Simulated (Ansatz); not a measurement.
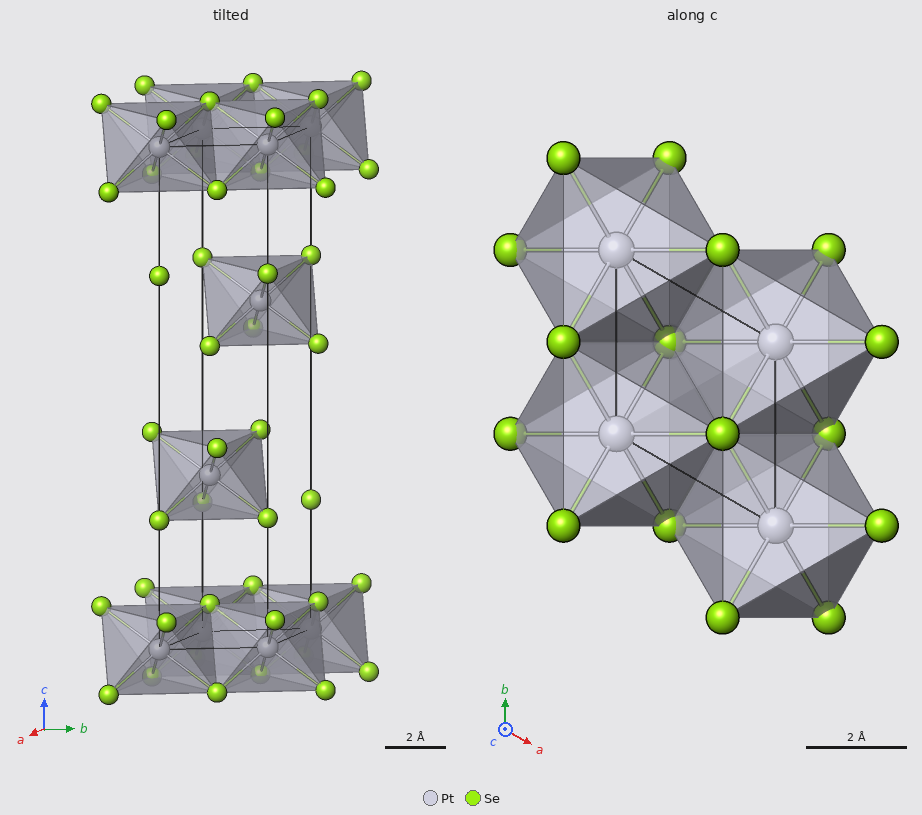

Figure: polyhedral view slightly off an axis and along the c axis. One conventional unit cell is framed, with atoms on its boundary repeated. A few atoms beyond the faces are included.

PtSe2, space group R-3m (No. 166), a = 3.69 Å, b = 3.69 Å, c = 17.28 Å, α = 90.00°, β = 90.00°, γ = 120.00°.

Setup: DFT, HSE06, plane waves, PAW (Ansatz); wavefunction cutoff 420 eV, k-points about 0.50 Å⁻¹ apart, no spin polarisation.

Question: Predict the gap.

Answer: A semiconductor at this level, with a gap of 0.78 eV, indirect; the smallest direct gap is 1.45 eV.

Question: Would the cell expand or shrink if it could?

Answer: The computed pressure is -0.4 GPa (stretched: it would shrink).

Provenance: a structure type filled with these elements by a generator (whether the compound takes this form wasn't checked). Earlier steps of the study may have refined or changed the cell and positions. It went into a calculation with Ansatz.
